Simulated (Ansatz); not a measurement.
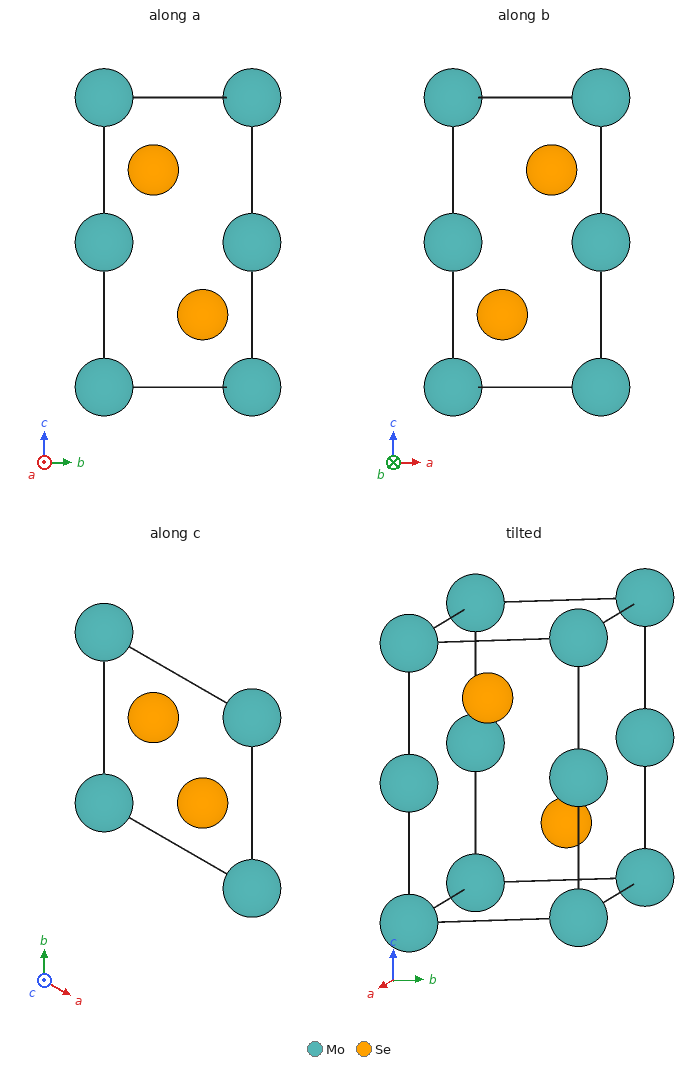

A spheres-only rendering, viewed along the a axis, along the b axis, along the c axis and slightly off an axis. One conventional unit cell is framed, with atoms on its boundary repeated.

Lattice parameters: a = 4.0210 Å, b = 4.0210 Å, c = 6.8158 Å, α = 90.000°, β = 90.000°, γ = 120.000°.

Convert the drawing into a CIF with its space group and independent sites.

```cif
data_structure
_symmetry_space_group_name_H-M 'P 63/m m c'
_symmetry_Int_Tables_number 194
_cell_length_a 4.0210
_cell_length_b 4.0210
_cell_length_c 6.8158
_cell_angle_alpha 90.000
_cell_angle_beta 90.000
_cell_angle_gamma 120.000
_cell_volume 95.44
loop_
_atom_site_label
_atom_site_type_symbol
_atom_site_symmetry_multiplicity
_atom_site_Wyckoff_symbol
_atom_site_fract_x
_atom_site_fract_y
_atom_site_fract_z
_atom_site_occupancy
Mo1 Mo 2 a 0.0000 0.0000 0.0000 1
Se1 Se 2 c 0.3333 0.6667 0.2500 1
```

The structure comes from a structure type filled with these elements by a generator (whether the compound takes this form wasn't checked). Earlier steps of the study, as a rule a relaxation of our own, may have changed the cell and positions, so they can lie some per cent off the listed ones. Ansatz was used for an electronic-structure calculation on it.
